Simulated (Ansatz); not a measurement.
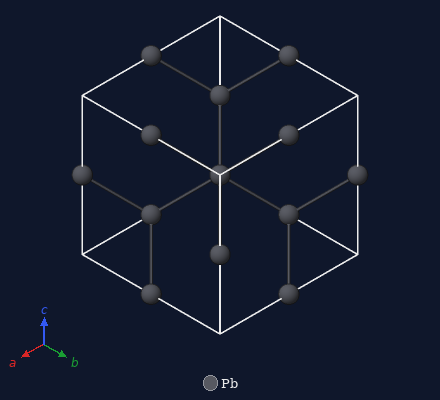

Pb (Fd-3m, No. 227): the geometry relaxed with Ansatz, DFT, RPBE, plane waves (420 eV) with PAW, scalar-relativistic; the starting structure was generated, so it need not be a known form of this composition.

```yaml
crystal:
  lattice:
    - [7.16994, 0.00000, 0.00000]
    - [0.00000, 7.16994, 0.00000]
    - [0.00000, 0.00000, 7.16994]
  atoms:
    - { symbol: Pb, position: [0.75000, 0.75000, 0.75000] }
    - { symbol: Pb, position: [0.00000, 0.50000, 0.00000] }
    - { symbol: Pb, position: [0.75000, 0.25000, 0.25000] }
    - { symbol: Pb, position: [0.00000, 0.00000, 0.50000] }
    - { symbol: Pb, position: [0.25000, 0.75000, 0.25000] }
    - { symbol: Pb, position: [0.50000, 0.50000, 0.50000] }
    - { symbol: Pb, position: [0.25000, 0.25000, 0.75000] }
    - { symbol: Pb, position: [0.50000, 0.00000, 0.00000] }
```

Question: What will a HAADF-like image along [111] show? The image is simulated as a sum over atoms of Z^1.6, blurred by a 1.30 Å probe (no channelling). The probe carries 15 % of its weight in a tail 2.5 times as wide. A slight drift and the speckle of an amorphous layer were added.

Answer: The columns repeat on a hexagonal net with a repeat of 2.93 Å (plane group p6mm). All columns are alike (Pb). The shortest distance between visible columns is 2.93 Å in projection. Along the beam the structure repeats every 12.42 Å.

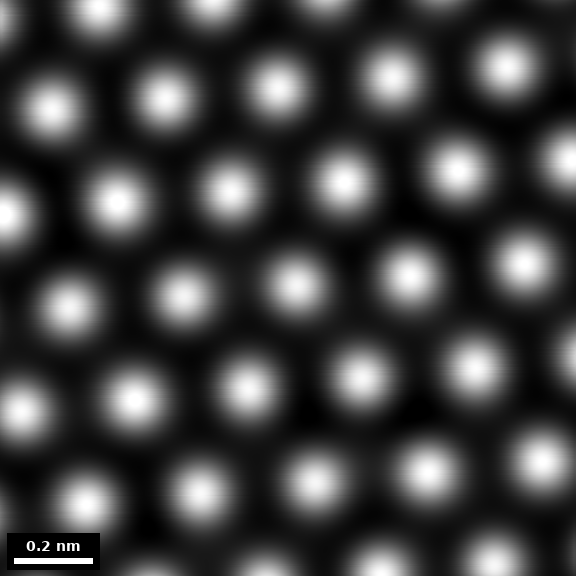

The simulated image.
